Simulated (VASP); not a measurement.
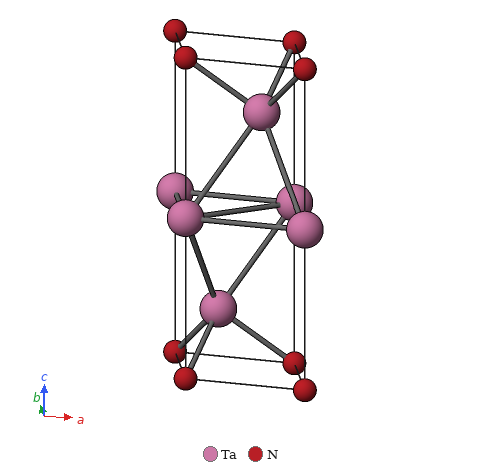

Ta3N, space group P-3m1 (No. 164), a = 3.032 Å, b = 3.032 Å, c = 7.524 Å, α = 90.00°, β = 90.00°, γ = 120.00°

```json
{"site": "Ta1", "Wyckoff": "2d", "x": "0.6667", "y": "0.3333", "z": "0.8261"}
{"site": "Ta2", "Wyckoff": "1b", "x": "0.0000", "y": "0.0000", "z": "0.5000"}
{"site": "N", "Wyckoff": "1a", "x": "0.0000", "y": "0.0000", "z": "0.0000"}
```

Source: a cell listed in the Materials Project, as set up for an electronic-structure calculation.

Q: How is the cell volume shared among the sites in a plain Voronoi partition?

A:
| site | faces above 1 % of the sphere | volume (Å³) | solid angle by neighbour (%) |
| --- | --- | --- | --- |
| Ta1 | 12 | 14.98 | Ta 52 N 48 |
| Ta2 | 12 | 19.54 | Ta 100 |
| N | 6 | 10.42 | Ta 96 N 4 |

Weighted by multiplicity the volumes add up to the cell volume, 59.9 Å³.

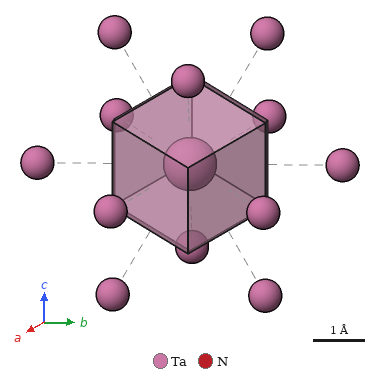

The computed Voronoi cell of Ta2, with the neighbours that bound it.
